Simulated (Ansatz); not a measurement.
Input file:

```
crystal:
  lattice:
    - [-5.5117621006, 5.5117621006, -5.5117621006]
    - [5.5117621006, 5.5117621006, 5.5117621006]
    - [5.5117621006, -5.5117621006, -5.5117621006]
  atoms:
    - { symbol: F, position: [0.5, 0.75, 0.75] }
    - { symbol: Ca, position: [0.2503216516, -0.0003216516, 0.75] }
    - { symbol: Ca, position: [0.7496783484, 0.75, 0.5003216516] }
    - { symbol: Ca, position: [0.0, 0.25, 0.75] }
    - { symbol: Ca, position: [0.5, -0.0003216516, 0.5003216516] }
    - { symbol: Ca, position: [0.7496783484, 0.5003216516, 0.75] }
    - { symbol: Ca, position: [0.2503216516, 0.2506433031, 0.5003216516] }
    - { symbol: Ca, position: [0.0, 0.75, 0.25] }
    - { symbol: Ca, position: [0.7496783484, -0.0003216516, 0.2493566969] }
    - { symbol: Ca, position: [0.0006433031, 0.5003216516, 0.5003216516] }
    - { symbol: Ca, position: [0.2503216516, 0.75, -0.0003216516] }
    - { symbol: Ca, position: [0.5, 0.25, 0.25] }
    - { symbol: Ca, position: [0.2503216516, 0.5003216516, 0.2506433031] }
    - { symbol: Ca, position: [-0.0006433031, -0.0003216516, -0.0003216516] }
    - { symbol: Ca, position: [0.7496783484, 0.2493566969, -0.0003216516] }
    - { symbol: Ca, position: [0.5, 0.5003216516, -0.0003216516] }
    - { symbol: F, position: [0.2387064078, 0.75, 0.75] }
    - { symbol: F, position: [0.0008273671, 0.000865178, 0.75] }
    - { symbol: F, position: [0.5, 0.75, 0.4887064078] }
    - { symbol: F, position: [0.750865178, 0.2508273671, 0.75] }
    - { symbol: F, position: [0.249134822, -3.78109e-05, 0.499134822] }
    - { symbol: F, position: [0.5, 0.4887064078, 0.75] }
    - { symbol: F, position: [-0.0008273671, 0.2491726329, 0.5000378109] }
    - { symbol: F, position: [0.750865178, 0.75, 0.2508273671] }
    - { symbol: F, position: [0.5, 0.000865178, 0.2508273671] }
    - { symbol: F, position: [0.7499621891, 0.499134822, 0.499134822] }
    - { symbol: F, position: [0.0008273671, 0.75, 0.000865178] }
    - { symbol: F, position: [0.2500378109, 0.2491726329, 0.2491726329] }
    - { symbol: F, position: [-0.0008273671, 0.5000378109, 0.2491726329] }
    - { symbol: F, position: [0.7612935922, 0.0112935922, 0.0112935922] }
    - { symbol: F, position: [0.5, 0.2508273671, 0.000865178] }
    - { symbol: F, position: [0.249134822, 0.499134822, -3.78109e-05] }
    - { symbol: F, position: [0.249134822, 0.2491726329, 0.75] }
    - { symbol: F, position: [-0.0008273671, 0.499134822, 0.75] }
    - { symbol: F, position: [0.5, 0.2491726329, 0.499134822] }
    - { symbol: F, position: [0.7612935922, 0.75, 0.75] }
    - { symbol: F, position: [0.2387064078, 0.4887064078, 0.4887064078] }
    - { symbol: F, position: [0.5, 0.0112935922, 0.75] }
    - { symbol: F, position: [-0.0008273671, 0.75, 0.499134822] }
    - { symbol: F, position: [0.7499621891, 0.2508273671, 0.2508273671] }
    - { symbol: F, position: [0.5, 0.499134822, 0.2491726329] }
    - { symbol: F, position: [0.750865178, 0.000865178, 0.5000378109] }
    - { symbol: F, position: [0.0008273671, 0.2508273671, -3.78109e-05] }
    - { symbol: F, position: [0.249134822, 0.75, 0.2491726329] }
    - { symbol: F, position: [0.0008273671, -3.78109e-05, 0.2508273671] }
    - { symbol: F, position: [0.750865178, 0.5000378109, 0.000865178] }
    - { symbol: F, position: [0.5, 0.75, 0.0112935922] }
    - { symbol: F, position: [0.2500378109, 0.000865178, 0.000865178] }
  host:
    lattice:
      - [0.0, 2.7558810503, 2.7558810503]
      - [2.7558810503, 0.0, 2.7558810503]
      - [2.7558810503, 2.7558810503, 0.0]
    atoms:
      - { symbol: Ca, position: [0.0, 0.0, 0.0] }
      - { symbol: F, position: [0.75, 0.75, 0.75] }
      - { symbol: F, position: [0.25, 0.25, 0.25] }
total_charge: 1
basis:
  ecutwfc: 420
  xc_grid: 2
kpoints:
  mp_grid: { grid: [2, 2, 2], shift: [0.5, 0.5, 0.5] }
hamiltonian:
  xc: pbe
scf:
  occupations: { method: gaussian, width: 0.01 }
output:
  forces: true
  stress: false
  eigenvalues: true
  charged_corrections:
    defect_position: [0.5, 0.75, 0.75]
    epsilon: [[8.7475, 0.0, 0.0], [0.0, 8.7475, 0.0], [0.0, 0.0, 8.7475]]
  write_density: true
  write_potential: true
  elf: true
  volumetric_format: npy
relax:
  adjacent_minimum: "off"
  f_tol: 0.025
  max_steps: 45
```

Command:

```sh
ansatz run input.yaml --threads 4 --pin off --max-ram 6144MiB --backend cpu --events-out ev --progress --plain --runs-dir out
```

The fields are those of the relaxed geometry.

Computed with DFT PBE, scalar-relativistic, plane waves, PAW (Ansatz).

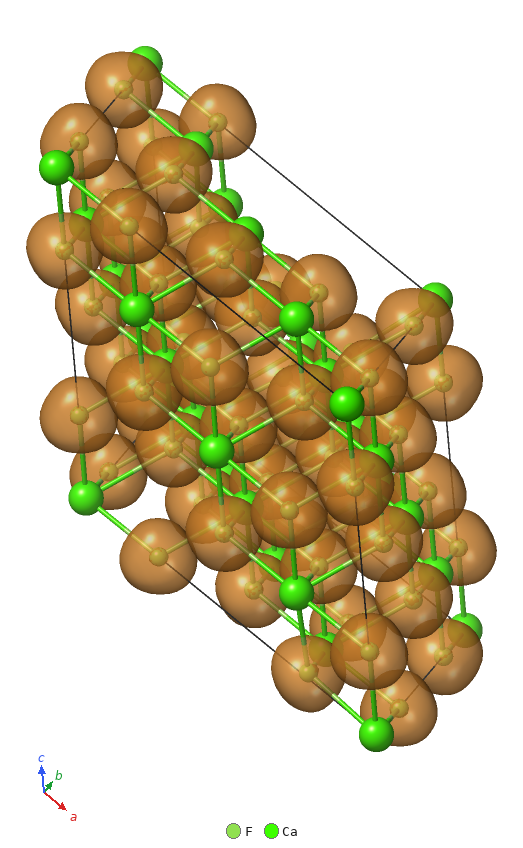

Ca₅F₁₁ (cell charge +1, with a compensating background) (cell with a defect). Isosurface of the electron localisation function at 0.6 (orange), seen slightly off an axis. Only the valence region is drawn (cores and ρ < 0.01 e/Å³ removed). Sticks mark near contacts.

Describe the localisation domains.

Answer. At this value the surface marks out 33 regions wrapped around F (the valence shell of each), counted in one cell of 48 atoms. Any copies at cell faces, edges or corners count once. Along the contacts the grid gives the following. Ca–F (2.34 Å): the ELF peaks at about 0.85 in the valence shell of F, 0.6 Å from its nucleus, and drops to about 0.05 between the two atoms: no shared electron pair shows on this line. Ca–F (2.39 Å): the ELF peaks at about 0.80 in the valence shell of F, 0.6 Å from its nucleus, and drops to about 0 between the two atoms; no shared electron pair shows on this line.
